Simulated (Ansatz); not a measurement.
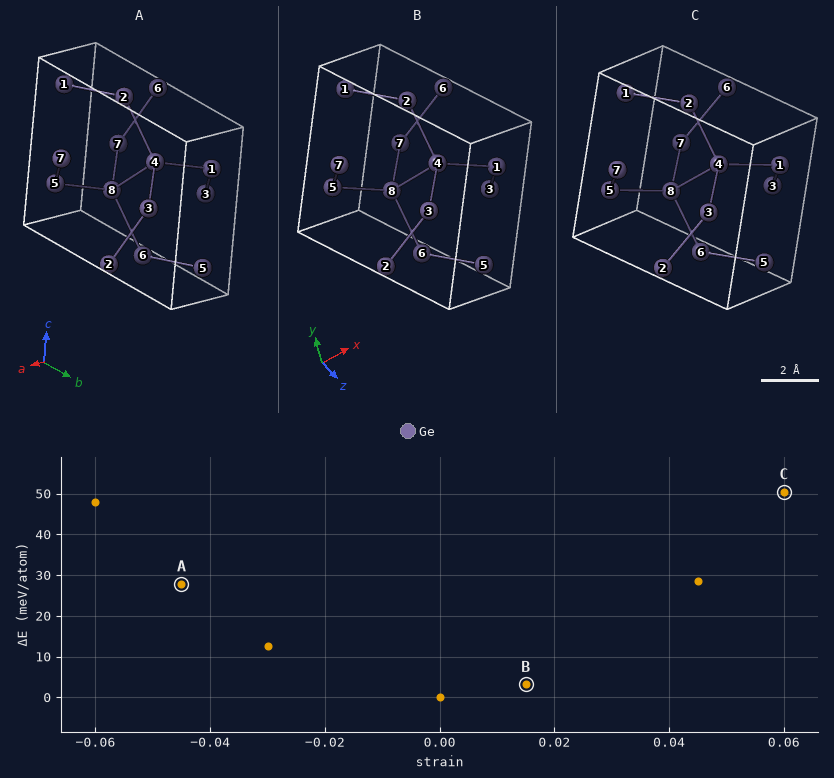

A scan of solid Ge (Ia-3): the cell is strained along x and oppositely along y, with the atoms kept at their fractional coordinates. x, y and z are the Cartesian axes of the input. The lettered frames are marked on the plot. The picture is a ball-and-stick view of the cell of the calculation, seen slightly off an axis.

Computed with DFT PBEsol, scalar-relativistic, plane waves, PAW in Ansatz. (plane-wave cutoff 420 eV; k-point mesh 8 × 8 × 8; occupations gaussian; smearing width 0.15 eV; no spin polarisation). Energies (free energies at the smearing named) are counted from the relaxed crystal.

What does the scan show?

The lowest computed point lies at the strain 0.00 (0.0 meV/atom). The end points stand at 48.1 meV/atom (−0.06) and 50.5 meV/atom (0.06). The distortion takes the space group from Ia-3 to Ibca. At the strain −0.06 the cell of the drawing goes a 6.010 → 6.017 Å, b 6.010 → 6.017 Å, c 6.010 → 6.017 Å, α 109.5° → 114.4°, β 109.5° → 104.6°, γ 109.5° → 109.6°.

The computed points:

```tsv
strain	ΔE (meV/atom)
−0.060	48.1
−0.045	27.9
−0.030	12.6
0.000	0.0
0.015	3.2
0.045	28.6
0.060	50.5
```
